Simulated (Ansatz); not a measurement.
# Geometry relaxation of Si$_{16}$O (part 3 of 3)

Continued. System: Si$_{16}$O (defect cell, 17 atoms in the cell). Method: DFT r2SCAN, scalar-relativistic, plane waves, PAW, no spin polarisation (Ansatz 0.2.0); cutoff 500 eV, 2×2×2 k-mesh, Gaussian smearing of 0.02 eV. The structure derives from a Materials Project entry. It belongs to a series of runs on one base structure; here: O interstitial, charge +0, atoms relaxed.

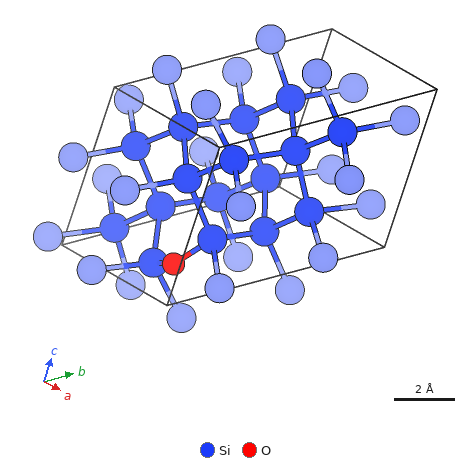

Fig. 1: The geometry at step 11 of the log (ball-and-stick view of the cell of the calculation, seen slightly off an axis; neighbours outside the cell are drawn fainter).

## Trajectory as extended XYZ, continued
```
17
Lattice="0.0000 5.4437 -5.4437 5.4437 5.4437 0.0000 5.4437 0.0000 -5.4437" Properties=species:S:1:pos:R:3:forces:R:3 step=8 energy=-10792.00610
Si    1.3153    1.5326   -1.5220    0.6082   0.2209  -0.2107
Si    4.0821    4.0846   -1.3682    0.0824   0.0691   0.1195
Si    1.0738    4.0195   -4.0322   -0.6486  -0.5549   0.4861
Si    3.9225    6.7658   -4.0247   -0.0211  -0.1842   0.0828
Si    4.0736    1.3959   -4.0647    0.1437  -0.1379  -0.1435
Si    6.7662    4.1278   -4.1036   -0.0037  -0.0069   0.0277
Si    3.9982    4.0487   -6.7786    0.0490   0.0080   0.1033
Si    6.7545    6.7733   -6.7432   -0.0280   0.0264   0.0134
Si    5.4002    5.4773   -2.7471    0.0870  -0.0168   0.2033
Si    2.7234    2.8600   -2.8319   -0.1215   0.3205  -0.3404
Si    5.2934    8.0370   -5.4060   -0.1986  -0.0865   0.0715
Si    2.7494    5.6083   -5.6318   -0.7412   0.7307  -0.8871
Si    8.1921    5.4507   -5.4310   -0.1029  -0.0058   0.0020
Si    5.4252    2.7496   -5.4528    0.0433  -0.1324  -0.0022
Si    8.0367    8.1777   -8.1369   -0.0222   0.0027   0.0123
Si    5.3438    5.4466   -8.0674   -0.1061  -0.0502   0.0497
O     1.1967   -0.3808    0.1329    0.9806  -0.2033   0.4128
17
Lattice="0.0000 5.4437 -5.4437 5.4437 5.4437 0.0000 5.4437 0.0000 -5.4437" Properties=species:S:1:pos:R:3:forces:R:3 step=9 energy=-10792.22270
Si    1.4053    1.6535   -1.6421   -0.5697  -0.3702   0.4267
Si    4.0988    4.1008   -1.3445   -0.0011   0.0066   0.0788
Si    0.9938    3.9377   -3.9645    0.0972   0.6935  -0.7479
Si    3.8774    6.7051   -4.0026   -0.1135  -0.0604  -0.0882
Si    4.1013    1.3763   -4.0982    0.0340  -0.0737  -0.0253
Si    6.7619    4.1237   -4.0921   -0.0174  -0.0851   0.0905
Si    3.9778    4.0522   -6.7453   -0.1283   0.1767   0.0433
Si    6.7280    6.7733   -6.7283   -0.0462   0.0293  -0.0026
Si    5.4340    5.4905   -2.7045    0.0087   0.0834  -0.1500
Si    2.7712    2.9472   -2.9269    0.6574   0.0569  -0.0827
Si    5.2276    7.9863   -5.3743    0.0686   0.1468   0.0143
Si    2.6818    5.7211   -5.7502    0.1445  -0.6276   0.5872
Si    8.1727    5.4475   -5.4275   -0.0741   0.0184  -0.0194
Si    5.4575    2.7298   -5.4734    0.0433   0.1512  -0.1313
Si    8.0240    8.1712   -8.1210    0.1008  -0.0208   0.0306
Si    5.3113    5.4305   -8.0359    0.0686  -0.0411  -0.1364
O     1.3226   -0.4722    0.2221   -0.2728  -0.0837   0.1123
17
Lattice="0.0000 5.4437 -5.4437 5.4437 5.4437 0.0000 5.4437 0.0000 -5.4437" Properties=species:S:1:pos:R:3:forces:R:3 step=10 energy=-10792.30505
Si    1.3953    1.6084   -1.5825   -0.0747   0.0464  -0.0788
Si    4.0800    4.1120   -1.3360   -0.0349  -0.0122  -0.0577
Si    1.0207    3.9438   -3.9924   -0.0435  -0.0231   0.0431
Si    3.8614    6.7094   -3.9888   -0.0015  -0.0777   0.0412
Si    4.1149    1.3786   -4.1364   -0.0630   0.0434   0.0205
Si    6.7644    4.1174   -4.0624   -0.0388   0.0401  -0.0343
Si    4.0096    4.0957   -6.7756   -0.0009  -0.0489   0.0654
Si    6.7069    6.7990   -6.7226    0.0122  -0.0192   0.0335
Si    5.4216    5.4980   -2.7057    0.0133  -0.0310   0.0756
Si    2.7869    2.9098   -2.9117    0.1648   0.0271  -0.0070
Si    5.2061    8.0044   -5.3631   -0.0645  -0.0114  -0.0328
Si    2.6960    5.6632   -5.6966    0.0238   0.0815  -0.0164
Si    8.1395    5.4549   -5.4267    0.0395  -0.0029   0.0020
Si    5.4624    2.7704   -5.4890    0.0299  -0.0602   0.0356
Si    8.0406    8.1807   -8.0922   -0.0274   0.0046  -0.0273
Si    5.3462    5.4538   -8.0844   -0.0122   0.0380  -0.0200
O     1.2944   -0.5249    0.1569    0.0775   0.0059  -0.0431
17
Lattice="0.0000 5.4437 -5.4437 5.4437 5.4437 0.0000 5.4437 0.0000 -5.4437" Properties=species:S:1:pos:R:3:forces:R:3 step=11 energy=-10792.31170
Si    1.3929    1.6208   -1.5950    0.0116   0.0069   0.0328
Si    4.0697    4.1063   -1.3292    0.0096   0.0274   0.0069
Si    1.0212    3.9461   -4.0095    0.0042   0.0043  -0.0079
Si    3.8446    6.6903   -3.9630   -0.0117   0.0279  -0.0063
Si    4.1091    1.3840   -4.1338    0.0222  -0.0106  -0.0109
Si    6.7596    4.1250   -4.0586    0.0202  -0.0111   0.0077
Si    4.0276    4.1010   -6.7716    0.0024   0.0004  -0.0347
Si    6.6992    6.8074   -6.7122   -0.0042   0.0026  -0.0132
Si    5.4204    5.4914   -2.6854   -0.0122  -0.0129  -0.0137
Si    2.7949    2.9237   -2.9206   -0.0209  -0.0165   0.0002
Si    5.1791    7.9936   -5.3499    0.0167  -0.0127   0.0006
Si    2.7043    5.6776   -5.7090    0.0091  -0.0345   0.0247
Si    8.1360    5.4601   -5.4245   -0.0112   0.0025   0.0081
Si    5.4702    2.7652   -5.4823   -0.0169   0.0113  -0.0069
Si    8.0365    8.1908   -8.0818   -0.0029   0.0060   0.0196
Si    5.3575    5.4607   -8.0953    0.0009   0.0120   0.0002
O     1.3241   -0.5694    0.1124   -0.0170  -0.0032  -0.0074
17
Lattice="0.0000 5.4437 -5.4437 5.4437 5.4437 0.0000 5.4437 0.0000 -5.4437" Properties=species:S:1:pos:R:3:forces:R:3 step=12 energy=-10792.31298
Si    1.3919    1.6168   -1.5796   -0.0011  -0.0039  -0.0028
Si    4.0644    4.1088   -1.3254   -0.0051  -0.0055   0.0005
Si    1.0223    3.9398   -4.0138    0.0019  -0.0052   0.0067
Si    3.8349    6.6905   -3.9557    0.0014  -0.0047   0.0014
Si    4.1078    1.3913   -4.1381   -0.0066   0.0033   0.0004
Si    6.7587    4.1292   -4.0529   -0.0071   0.0018  -0.0019
Si    4.0418    4.1131   -6.7873    0.0032  -0.0030   0.0034
Si    6.6974    6.8141   -6.7107   -0.0006  -0.0010   0.0028
Si    5.4156    5.4931   -2.6801    0.0011   0.0049   0.0003
Si    2.7876    2.9172   -2.9112    0.0063   0.0009  -0.0004
Si    5.1696    7.9897   -5.3470   -0.0067   0.0030  -0.0039
Si    2.7096    5.6686   -5.7061    0.0031   0.0084  -0.0018
Si    8.1311    5.4644   -5.4218    0.0060   0.0009   0.0002
Si    5.4681    2.7756   -5.4825    0.0010   0.0038   0.0028
Si    8.0364    8.1989   -8.0753   -0.0002  -0.0001  -0.0001
Si    5.3699    5.4728   -8.1109    0.0006   0.0006  -0.0028
O     1.3402   -0.6094    0.0891    0.0028  -0.0044  -0.0049
17
Lattice="0.0000 5.4437 -5.4437 5.4437 5.4437 0.0000 5.4437 0.0000 -5.4437" Properties=species:S:1:pos:R:3:forces:R:3 step=13 energy=-10792.31313
Si    1.3910    1.6160   -1.5747   -0.0019  -0.0079  -0.0019
Si    4.0604    4.1092   -1.3230   -0.0036  -0.0093   0.0034
Si    1.0232    3.9367   -4.0171    0.0057  -0.0012   0.0016
Si    3.8288    6.6891   -3.9506    0.0019  -0.0052  -0.0004
Si    4.1069    1.3950   -4.1396   -0.0065   0.0019   0.0017
Si    6.7572    4.1326   -4.0496   -0.0064   0.0013  -0.0019
Si    4.0498    4.1187   -6.7932    0.0016   0.0010   0.0044
Si    6.6956    6.8180   -6.7090    0.0003  -0.0011   0.0018
Si    5.4125    5.4940   -2.6758    0.0045   0.0068  -0.0009
Si    2.7854    2.9155   -2.9082   -0.0015   0.0016   0.0027
Si    5.1625    7.9875   -5.3447   -0.0056   0.0050  -0.0018
Si    2.7127    5.6667   -5.7066   -0.0221  -0.0078   0.0025
Si    8.1286    5.4671   -5.4202    0.0040   0.0005  -0.0015
Si    5.4684    2.7799   -5.4817    0.0015   0.0038   0.0018
Si    8.0359    8.2036   -8.0715    0.0016  -0.0022  -0.0024
Si    5.3766    5.4780   -8.1188    0.0019  -0.0023  -0.0019
O     1.3514   -0.6330    0.0751    0.0246   0.0148  -0.0073
17
Lattice="0.0000 5.4437 -5.4437 5.4437 5.4437 0.0000 5.4437 0.0000 -5.4437" Properties=species:S:1:pos:R:3:forces:R:3 step=14 energy=-10792.31318
Si    1.3878    1.6149   -1.5716    0.0023   0.0014   0.0013
Si    4.0583    4.1082   -1.3207   -0.0031   0.0015  -0.0013
Si    1.0252    3.9360   -4.0190   -0.0028  -0.0014   0.0008
Si    3.8264    6.6873   -3.9488   -0.0013   0.0022  -0.0010
Si    4.1045    1.3974   -4.1393    0.0003   0.0000   0.0001
Si    6.7561    4.1342   -4.0481    0.0020  -0.0001  -0.0016
Si    4.0545    4.1224   -6.7968    0.0004   0.0008  -0.0026
Si    6.6952    6.8208   -6.7084   -0.0007  -0.0017  -0.0010
Si    5.4105    5.4937   -2.6738    0.0005  -0.0022   0.0019
Si    2.7826    2.9141   -2.9043    0.0013  -0.0012  -0.0007
Si    5.1596    7.9871   -5.3428    0.0030  -0.0011  -0.0016
Si    2.7141    5.6664   -5.7083    0.0012  -0.0020  -0.0020
Si    8.1272    5.4684   -5.4197   -0.0004   0.0015   0.0009
Si    5.4671    2.7828   -5.4804   -0.0016  -0.0015   0.0003
Si    8.0369    8.2056   -8.0709   -0.0009   0.0012   0.0030
Si    5.3809    5.4813   -8.1235    0.0008   0.0022   0.0005
O     1.3603   -0.6460    0.0674   -0.0011   0.0003   0.0028
```

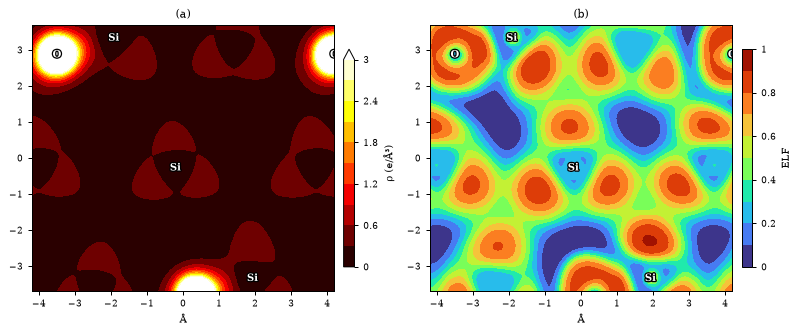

Fig. 2: (a) valence electron density; (b) electron localisation function on the (100) plane of the calculation cell. The plane passes through Si and O nuclei. Away from the nuclei the density in this plane falls to 0.02 e/Å³ at its lowest. Core electrons are frozen (PAW), so the fields are smoothed inside the atomic spheres.

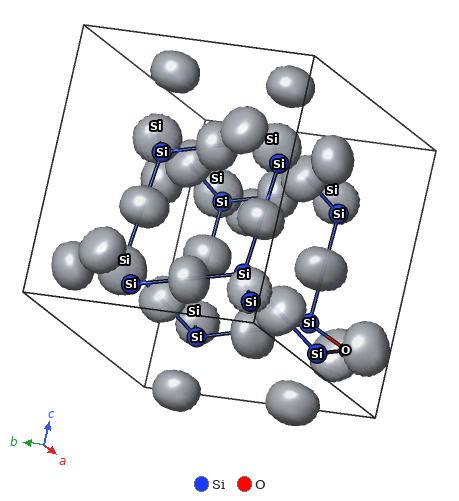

Fig. 3: Isosurface of the electron localisation function at 0.9 (grey), seen at an oblique angle. Only the valence region is drawn (cores and ρ < 0.01 e/Å³ removed). Sticks mark near contacts. The outline is the calculation cell. The ELF exceeds this value in 31 regions between bonded Si–Si atoms (shared pairs), counted in one cell of 17 atoms. Along the contacts the grid gives the following. Si–O (1.64 Å): the ELF peaks at about 0.85 between the atoms, which marks a polar covalent bond. Si–Si (2.32 Å): the ELF peaks at about 1 between the atoms (localised, shared-pair bonding).

This output came from the following input.

## Input
```yaml
crystal:
  lattice:
    - [0.0, 5.44370238, -5.44370238]
    - [5.44370238, 5.44370238, 0.0]
    - [5.44370238, 0.0, -5.44370238]
  atoms:
    - { symbol: Si, position: [0.125, 0.125, 0.125] }
    - { symbol: Si, position: [0.125, 0.625, 0.125] }
    - { symbol: Si, position: [0.625, 0.125, 0.125] }
    - { symbol: Si, position: [0.625, 0.625, 0.125] }
    - { symbol: Si, position: [0.125, 0.125, 0.625] }
    - { symbol: Si, position: [0.125, 0.625, 0.625] }
    - { symbol: Si, position: [0.625, 0.125, 0.625] }
    - { symbol: Si, position: [0.625, 0.625, 0.625] }
    - { symbol: Si, position: [0.25, 0.75, 0.25] }
    - { symbol: Si, position: [0.25, 0.25, 0.25] }
    - { symbol: Si, position: [0.75, 0.75, 0.25] }
    - { symbol: Si, position: [0.75, 0.25, 0.25] }
    - { symbol: Si, position: [0.25, 0.75, 0.75] }
    - { symbol: Si, position: [0.25, 0.25, 0.75] }
    - { symbol: Si, position: [0.75, 0.75, 0.75] }
    - { symbol: Si, position: [0.75, 0.25, 0.75] }
    - { symbol: O, position: [-0.0160867225, 0.0092393625, 0.0156044013] }
basis:
  ecutwfc: 500
  xc_grid: 3
kpoints:
  mp_grid: { grid: [2, 2, 2], shift: [0.0, 0.0, 0.0] }
hamiltonian:
  xc: r2scan
scf:
  occupations: { method: gaussian, width: 0.02 }
output:
  forces: true
  stress: false
  eigenvalues: true
  write_density: true
  write_potential: true
  elf: true
  volumetric_format: npy
relax:
  adjacent_minimum: "off"
  f_tol: 0.02
  max_steps: 60
```

Launched with:
```bash
ansatz run input.yaml --threads 8 --pin off --max-ram 20480MiB --backend cpu --events-out ev --progress --plain --runs-dir out
```

## Key numbers

- outcome: converged
- electrons treated: 70
- free energy: −10792.3132 eV
- Fermi energy: 6.542 eV
- gap on the k-point mesh: 0.69 eV
- final volume: 322.64 Å³
- largest force (length of the vector) at the end: 0.004 eV/Å
- hardware: 8 threads of Intel Xeon (Sapphire Rapids), 64 GiB of memory available, shared host
- wall time: 30 s (CPU time 3.7 min)
- peak memory: 1.7 GiB
